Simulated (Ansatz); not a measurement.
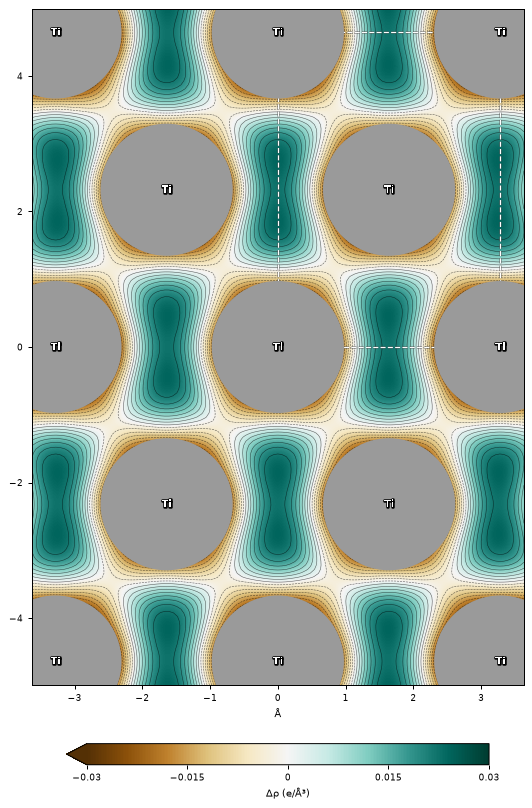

Figure 1: Ti. Density of the crystal less the sum of free-atom densities: a map on the (011) plane of the conventional cell, with grey discs over the atomic cores. Cores are masked to 1.0 Å (Ti).

Space group Im-3m; the calculation finds a residual pressure of about −2 GPa at this fixed cell. This isn't the usual form at ambient conditions.

Method: DFT PBE, scalar-relativistic, plane waves, PAW in Ansatz.

Core electrons are frozen (PAW), so the fields are smoothed inside the atomic spheres.

Input

```
crystal:
  lattice:
    - [-1.641, 1.641, 1.641]
    - [1.641, -1.641, 1.641]
    - [1.641, 1.641, -1.641]
  atoms:
    - { symbol: Ti, position: [0.0, 0.0, 0.0] }
basis:
  ecutwfc: 500
  fft_grid_basis: typed
kpoints:
  mp_grid: { grid: [14, 14, 14] }
hamiltonian:
  xc: pbe
  pseudopotentials: { kind: paw }
scf:
  occupations: { method: gaussian, width: 0.05 }
output:
  forces: true
  stress: true
  eigenvalues: true
  bader: true
  write_density: true
  volumetric_format: npy
  elf: true
```

Launched as:

```sh
ansatz run input.yaml --threads 2 --pin off --max-ram 4096MiB --backend cpu --events-out ev --progress --plain --runs-dir out
```

The picture shows the conventional cell (a = 3.28 Å, b = 3.28 Å, c = 3.28 Å, α = 90.00°, β = 90.00°, γ = 90.00°).

Describe the bonding charge.

Answer. Ti–Ti (2.84 Å): Δρ is about zero at the midpoint.
Over the whole cell, outside the masked cores, the largest gain, 0.03 e/Å³, lies 1.8 Å from a titanium nucleus, and the largest loss lies at the edge of the masked core of Ti.
In all about 0.15 e an atom is rearranged against the free atoms.

Does the calculation give a gap?

Answer. It is a metal at this level of theory.
